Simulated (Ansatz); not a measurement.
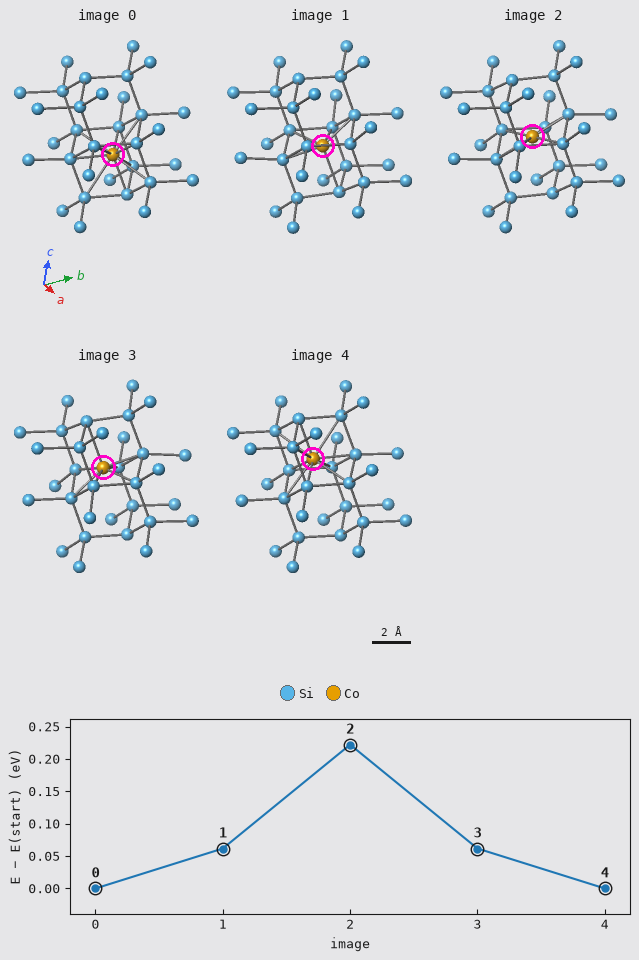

A nudged-elastic-band calculation for a defect cell of composition CoSi₁₆ (17 atoms in the cell). Images are numbered from 0 (start) to 4 (end). Style: ball-and-stick. Shown: the atoms within 5.3 Å of the middle of the path, slightly off an axis. The moving atom is ringed, with any periodic copies. Bonds to atoms that aren't drawn are left out.

Method: DFT PBEsol, scalar-relativistic, plane waves, PAW (Ansatz). Set-up: plane-wave cutoff 420 eV; k-point mesh 3 × 3 × 3; Gaussian smearing 0.02 eV; spin collinear; 3 movable images; climbing image.

Question: Read off the barrier and say what moves.

Answer: The Co atom travels furthest, 2.15 Å from end to end, along [−1 −1 3], on a straight line. At the highest image its nearest neighbour (Si) is 2.30 Å away, against 2.37 Å at the start, and the surrounding atoms stand up to 0.10 Å off the mean of their end positions. The barrier is about 0.222 eV in both directions, with image 2 at the top; the ends have the same energy. The band converged in 5 iterations, with a climbing image at the top.

Limits of the set-up: the periodic images lie only 7.7 Å apart, so the values are limited by the cell's size.
